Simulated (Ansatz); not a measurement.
**Two runs on Si₅C**

System: Si₅C (P-62m, 6 atoms in the cell).
Method of run A: DFT PBE, scalar-relativistic, plane waves, PAW, spin-polarised (Ansatz 0.2.0).

The structure was made by a generator, so it may or may not be a known phase. Text and figures count atoms from 1; the logs count them from 0 in places.

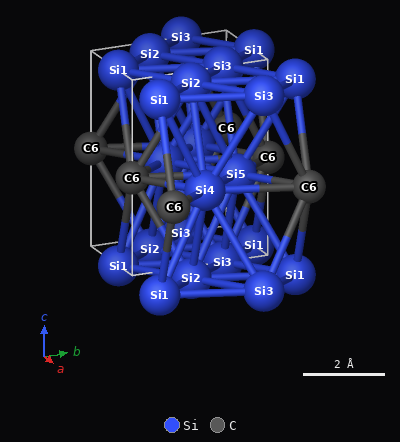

The structure as given in the input (ball-and-stick view of the cell of the calculation, repeated 2 × 1 × 1, seen slightly off an axis; atoms are numbered from 1 in the order of the input). An atom can appear more than once, as a periodic image.

### Input, run A
```yaml
crystal:
  lattice:
    - [4.5735619, 0.0, 0.0]
    - [-2.28678095, 3.96082079, 0.0]
    - [0.0, 0.0, 4.90168288]
  atoms:
    - { symbol: Si, position: [0.66666667, 0.0, 0.0] }
    - { symbol: Si, position: [0.33333333, 0.33333333, 0.0] }
    - { symbol: Si, position: [0.0, 0.66666667, 0.0] }
    - { symbol: Si, position: [0.66666667, 0.33333333, 0.5] }
    - { symbol: Si, position: [0.33333333, 0.66666667, 0.5] }
    - { symbol: C, position: [0.0, 0.0, 0.5], spin: 1.0 }
basis:
  ecutwfc: 420
kpoints:
  mp_grid: { grid: [6, 6, 4] }
hamiltonian:
  xc: pbe
scf:
  occupations: { method: gaussian, width: 0.1 }
  lower_state_search: "off"
output:
  forces: true
  stress: true
  eigenvalues: true
  populations: true
magnetization:
  spin_polarized: true
```

Launched with:
```bash
ansatz run input.yaml --threads 1 --pin off --max-ram 2560MiB --backend cpu --events-out ev --progress --plain --runs-dir out
```

Hardware: 1 thread of Intel Xeon @ 2.50GHz (Skylake/Cascade Lake), 189 GiB of memory available, shared host.

### Output, shortened to warnings, some set-up lines, iterations and results (run A)
```
WARN: the starting moments were not kept: the SCF closed with an absolute magnetisation of 4.9e-6 μB, where they sum to 1 μB in size (1 site). That is at most 0.1 of that sum. Measured as dr2_m measures the in/out step, that magnetisation stands 1.3e-12 eV from none, at or under the dr2_threshold of 1.0e-7 eV: it is no larger than a step whose dr2_m would equal this threshold. The system may hold …
Basis set: ecut = 420 eV, 1739 PW (Γ), exchange–correlation on 64×64×72 points (8 copies of the dense FFT grid, shifted against one another)
Symmetry: 12 space group operations
k-points: 21 of 144 (time reversal used)
Initial density: superposition of atomic densities (chi_scale 0.1, normalization cell, long waves kept (reshape's long-wave potential 0.05 eV rms))
[...]
SCF iter   1: F=—  HF=-3422.989895 eV  |F-HF|=—  |Δ(HF+E_count)|=         —  Δρ=1.79e-2 (↑1.79e-2 ↓1.30e-2)  dr2=7.47e-1  dr2_m=8.15e-2  M=0.448 μB ∫|m|=0.519 μB  β_m=0.30  …
SCF iter   2: F=—  HF=-3422.951849 eV  |F-HF|=—  |Δ(HF+E_count)|=   3.80e-2  Δρ=1.28e-2 (↑1.28e-2 ↓1.11e-2)  dr2=3.54e-1  dr2_m=5.38e-2  M=0.393 μB ∫|m|=0.463 μB  β_m=0.30  …
SCF iter   3: F=—  HF=-3422.902303 eV  |F-HF|=—  |Δ(HF+E_count)|=   4.95e-2  Δρ=8.02e-3 (↑6.50e-3 ↓8.02e-3)  dr2=3.63e-2  dr2_m=3.55e-2  M=0.350 μB ∫|m|=0.411 μB  β_m=0.30  …
SCF iter   4: F=—  HF=-3422.913058 eV  |F-HF|=—  |Δ(HF+E_count)|=   1.08e-2  Δρ=5.97e-3 (↑5.97e-3 ↓5.66e-3)  dr2=3.24e-3  dr2_m=2.71e-2  M=0.300 μB ∫|m|=0.356 μB  β_m=0.30  …
SCF iter   5: F=—  HF=-3422.926050 eV  |F-HF|=—  |Δ(HF+E_count)|=   1.30e-2  Δρ=5.09e-3 (↑5.09e-3 ↓4.92e-3)  dr2=1.35e-3  dr2_m=2.02e-2  M=0.261 μB ∫|m|=0.313 μB  β_m=0.30  …
[... 8 lines ...]
SCF iter  14: F=—  HF=-3422.965229 eV  |F-HF|=—  |Δ(HF+E_count)|=   8.91e-6  Δρ=3.12e-5 (↑3.12e-5 ↓1.71e-5)  dr2=3.21e-7  dr2_m=4.30e-7  M=0.001 μB ∫|m|=0.002 μB  β_m=0.84  …
SCF iter  15: F=-3422.965230 eV  HF=-3422.965230 eV  |F-HF|=5.17e-8  |Δ(HF+E_count)|=   1.08e-6  Δρ=1.03e-5 (↑1.03e-5 ↓4.60e-6)  dr2=2.47e-8  dr2_m=4.11e-8  M=0.000 μB …
SCF iter  16: F=-3422.965230 eV  HF=-3422.965230 eV  |F-HF|=7.84e-10  |Δ(HF+E_count)|=   1.14e-7  Δρ=6.42e-7 (↑6.28e-7 ↓6.42e-7)  dr2=6.64e-11  dr2_m=2.95e-10  M=-0.000 μB …
SCF iter  17: F=-3422.965230 eV  HF=-3422.965230 eV  |F-HF|=7.28e-12  |Δ(HF+E_count)|=   1.10e-9  Δρ=6.83e-8 (↑6.83e-8 ↓6.54e-8)  dr2=1.46e-12  dr2_m=3.34e-12  M=-0.000 μB …
SCF 1 converged in 17 iterations: F = -3422.965230 eV  dr2 = 1.46e-12
SCF converged after 17 iterations
Magnetization: -0.0000 μB (12.0000 up, 12.0000 down)
Absolute magnetization: 0.0000 μB (∫|ρ↑−ρ↓|, with the PAW one-centre terms)
Spin contamination: 0.0000 ħ² per cell (⟨S²⟩ above its minimum at these occupations)
Per-site moments (μB) at R_I (Å): [(-4.5544137156618187e-7, 1.0892257065200786), (-4.5544137155083416e-7, 1.0892257065200788), (-4.554413715245119e-7, 1.0892257065200786), (-3.1741486421101904e-7, 1.0892257174123359), (-3.1741486416445324e-7, 1.0892257174123356), (-8.245872392005953e-7, …
Free energy (F): -3422.965230 eV
Harris-Foulkes:  -3422.965230 eV  (|F-HF|=7.28e-12)
Internal energy: -3422.946164 eV  (E = F + TS)
E sigma→0 (E₀):  -3422.955697 eV
Entropy (-TS):   -0.019067 eV (-3.178 meV/atom)
Fermi energy:    9.047613 eV
--- Per-component energies (eV) ---
  E_band       = 86.451207
  E_kinetic    = 271.875845
  E_local      = -81.521321  (includes V_loc(G=0)·N_el)
  E_nonlocal   = 153.798554
  E_hartree    = 22.464756
  E_xc         = -321.284827
  E_vxc        = -289.546559  (∫ρ·V_xc dr)
  E_paw        = -2657.311960  (= ΣΔE_a)
  E_vpaw       = -13.084855  (= ΣTr[D̂ρ^β])
  E_aug_tail   = 0.000036  (compensation charges beyond the density's cutoff)
  E_ewald      = -810.967247
  E_smearing   = -0.019067  (= −TS)
  E_closure    = 0.000000  (closes the sum)
  Σ components = -3422.965230   (vs F -3422.965230, Δ=0.00e0)
--- Forces (eV/Å), atoms counted from 1 ---
  atom   1  Si     0.10066124     0.00000000     0.00000000
  atom   2  Si    -0.05033062    -0.08717519     0.00000000
  atom   3  Si    -0.05033062     0.08717519     0.00000000
  atom   4  Si    -0.00000000     0.00000000     0.00000000
  atom   5  Si     0.00000000    -0.00000000     0.00000000
  atom   6  C     -0.00000000     0.00000000     0.00000000
  max |Σ_I F_I| component: 1.41e-16 eV/Å
--- Stress (GPa, compression-positive) ---
       -9.595977      -0.000000       0.000000
        0.000000      -9.595977       0.000000
        0.000000       0.000000     -10.076370
  P = ⅓ Tr σ = -9.7561 GPa (-97.561 kbar)
--- Löwdin populations: 6 sites ---
  site symbol       q [e]    m [muB]
     0     Si      3.8114    -0.0000
     1     Si      3.8114    -0.0000
     2     Si      3.8114    -0.0000
     3     Si      3.7837    -0.0000
     4     Si      3.7837    -0.0000
     5      C      4.5391    -0.0000
  spilling = 0.019143 (of n_electrons = 24.000000)
```

For run B the input was changed thus:
```diff
-    - { symbol: C, position: [0.0, 0.0, 0.5], spin: 1.0 }
+    - { symbol: C, position: [0.0, 0.0, 0.5] }
-  populations: true
-magnetization:
-  spin_polarized: true
```

Predict how the results change.

The energy is the same within 0.01 meV per atom. The SCF takes 6 iterations against 17. On the same kind of shared host run B took about 0.23 times as long. The two runs start from different initial densities, which also moves the count.

### Output, shortened to warnings, some set-up lines, iterations and results (run B)
```
Basis set: ecut = 420 eV, 1739 PW (Γ), exchange–correlation on 64×64×72 points (8 copies of the dense FFT grid, shifted against one another)
Symmetry: 12 space group operations
k-points: 21 of 144 (time reversal used)
Initial density: superposition of atomic densities (neutral atoms: chi_scale 0, normalization atom), corrected by the library's trained network
[...]
SCF iter   1: F=—  HF=-3422.963870 eV  |F-HF|=—  |Δ(HF+E_count)|=         —  Δρ=3.25e-3  dr2=4.22e-3  ethr=1.77e-3  ⟨swp⟩=6.4  Hψ=2189  notcnv=0
SCF iter   2: F=—  HF=-3422.964878 eV  |F-HF|=—  |Δ(HF+E_count)|=   1.01e-3  Δρ=1.90e-3  dr2=1.60e-3  ethr=1.76e-5  ⟨swp⟩=1.8  Hψ=625  notcnv=0
SCF iter   3: F=—  HF=-3422.965212 eV  |F-HF|=—  |Δ(HF+E_count)|=   3.34e-4  Δρ=1.89e-4  dr2=4.41e-5  ethr=6.66e-6  ⟨swp⟩=2.1  Hψ=594  notcnv=0
SCF iter   4: F=—  HF=-3422.965230 eV  |F-HF|=—  |Δ(HF+E_count)|=   1.84e-5  Δρ=9.40e-5  dr2=9.88e-6  ethr=1.84e-7  ⟨swp⟩=1.0  Hψ=350  notcnv=0
SCF iter   5: F=-3422.965230 eV  HF=-3422.965230 eV  |F-HF|=2.18e-8  |Δ(HF+E_count)|=   2.81e-7  Δρ=7.80e-6  dr2=6.02e-8  ethr=4.12e-8  ⟨swp⟩=2.0  Hψ=501  notcnv=0
SCF iter   6: F=-3422.965230 eV  HF=-3422.965230 eV  |F-HF|=7.10e-10  |Δ(HF+E_count)|=   4.05e-9  Δρ=1.18e-6  dr2=1.73e-9  ethr=2.51e-10  ⟨swp⟩=5.0  Hψ=1682  notcnv=0
SCF 1 converged in 6 iterations: F = -3422.965230 eV  dr2 = 1.73e-9
SCF converged after 6 iterations
Free energy (F): -3422.965230 eV
Harris-Foulkes:  -3422.965230 eV  (|F-HF|=7.10e-10)
Internal energy: -3422.946164 eV  (E = F + TS)
E sigma→0 (E₀):  -3422.955697 eV
Entropy (-TS):   -0.019066 eV (-3.178 meV/atom)
Fermi energy:    9.047611 eV
--- Per-component energies (eV) ---
  E_band       = 86.451169
  E_kinetic    = 271.875976
  E_local      = -81.521621  (includes V_loc(G=0)·N_el)
  E_nonlocal   = 153.798582
  E_hartree    = 22.464931
  E_xc         = -321.284846
  E_vxc        = -289.546584  (∫ρ·V_xc dr)
  E_paw        = -2657.311974  (= ΣΔE_a)
  E_vpaw       = -13.084865  (= ΣTr[D̂ρ^β])
  E_aug_tail   = 0.000036  (compensation charges beyond the density's cutoff)
  E_ewald      = -810.967247
  E_smearing   = -0.019066  (= −TS)
  E_closure    = 0.000000  (closes the sum)
  Σ components = -3422.965230   (vs F -3422.965230, Δ=0.00e0)
--- Forces (eV/Å), atoms counted from 1 ---
  atom   1  Si     0.10066228     0.00000000     0.00000000
  atom   2  Si    -0.05033114    -0.08717610     0.00000000
  atom   3  Si    -0.05033114     0.08717610     0.00000000
  atom   4  Si     0.00000000     0.00000000     0.00000000
  atom   5  Si     0.00000000    -0.00000000     0.00000000
  atom   6  C     -0.00000000     0.00000000     0.00000000
  max |Σ_I F_I| component: 1.85e-17 eV/Å
--- Stress (GPa, compression-positive) ---
       -9.595963       0.000000       0.000000
        0.000000      -9.595963       0.000000
        0.000000       0.000000     -10.076382
  P = ⅓ Tr σ = -9.7561 GPa (-97.561 kbar)
```

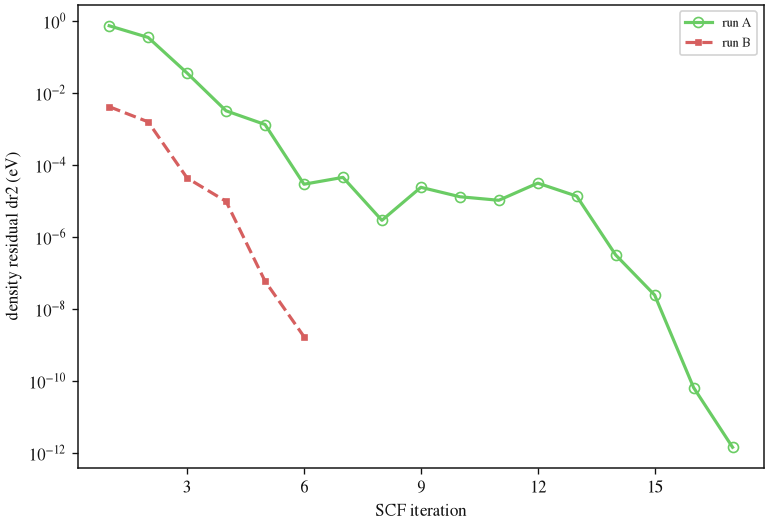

Convergence of the two runs: density residual dr2 against the SCF iteration. Run A takes 17 iterations in all, and run B takes 6.

### The two runs side by side

| quantity | run A | run B |
| --- | --- | --- |
| outcome | converged | converged |
| free energy per atom (eV) | −570.4942 | −570.4942 |
| energy per atom, smearing taken to zero (eV) | −570.4926 | −570.4926 |
| gap on the mesh (eV) | 0.00 | 0.00 |
| net moment of the cell (μB) | 0.00 | – |
| absolute moment of the cell (μB) | 0.00 | – |
| pressure (GPa) | −9.76 | −9.76 |
| largest force (eV/Å) | 0.101 | 0.101 |
| SCF iterations | 17 | 6 |
| irreducible k-points | 21 | 21 |
| plane waves at Γ | 1739 | 1739 |
| wall time (shared host) | 25 s | 5.7 s |

For both runs: The cell is under a tension of 9.8 GPa at this level, so it is not at its equilibrium volume. For run A: Warnings: some starting moments were not kept.
